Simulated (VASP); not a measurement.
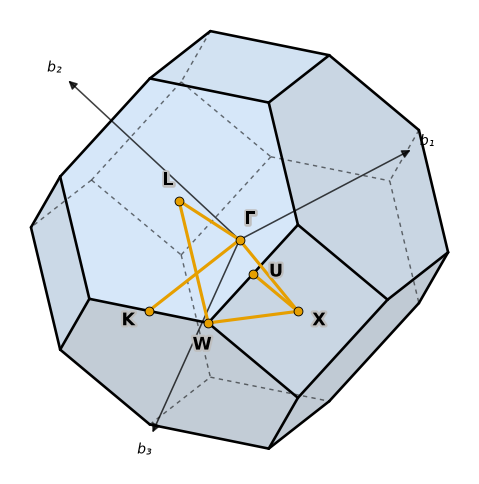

For C, an entry of the Crystallography Open Database, as set up for an electronic-structure calculation: the first Brillouin zone and its special points. The drawing is computed from the coordinates (standard cell, symmetry found to 0.002 Å).

Space group No. 227, Fd-3m, origin choice 1; a = 3.567 Å, b = 3.567 Å, c = 3.567 Å, α = 90.00°, β = 90.00°, γ = 90.00°.

Labels and path follow the convention of Hinuma et al. (2017), as computed by seekpath; the arrows show the directions of the reciprocal primitive vectors b₁, b₂, b₃, in which coordinates are given; lengths include the factor 2π.

List the special points with their coordinates and distances from Γ.

Answer.
```tsv
point	k₁	k₂	k₃	length of k (1/Å)
Γ	0	0	0	0.000
X	1/2	0	1/2	1.762
L	1/2	1/2	1/2	1.526
W	1/2	1/4	3/4	1.970
K	3/8	3/8	3/4	1.868
U	5/8	1/4	5/8	1.868
```

What is the zone's volume?

Answer. (2π)³ over the primitive cell's volume of 11.34 Å³: 21.9 Å⁻³.
